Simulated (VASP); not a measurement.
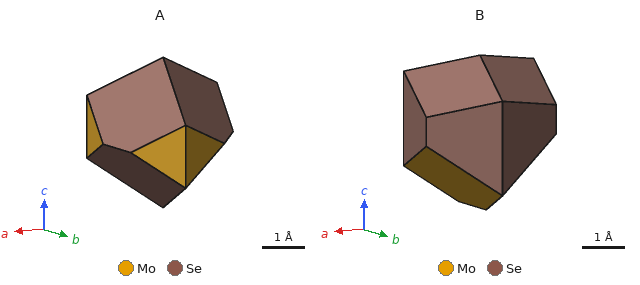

Computed Voronoi cells of the 2 sites of this structure, drawn to one scale and in one orientation; each face has the colour of the neighbour behind it.

MoSe2, space group P6_3/mmc (No. 194), a = 3.288 Å, b = 3.288 Å, c = 12.900 Å, α = 90.00°, β = 90.00°, γ = 120.00°

```tsv
site	Wyckoff	x	y	z
Mo	2c	0.6667	0.3333	0.7500
Se	4f	0.6667	0.3333	0.3750
```

Source: an entry of the Crystallography Open Database, as set up for an electronic-structure calculation.

### Which cell belongs to which site?

A is Mo (12 faces above 1 % of the solid angle, 15.2 Å³, mostly facing Se); B is Se (13 faces above 1 % of the solid angle, 22.6 Å³, facing Se 58 %, Mo 42 %).
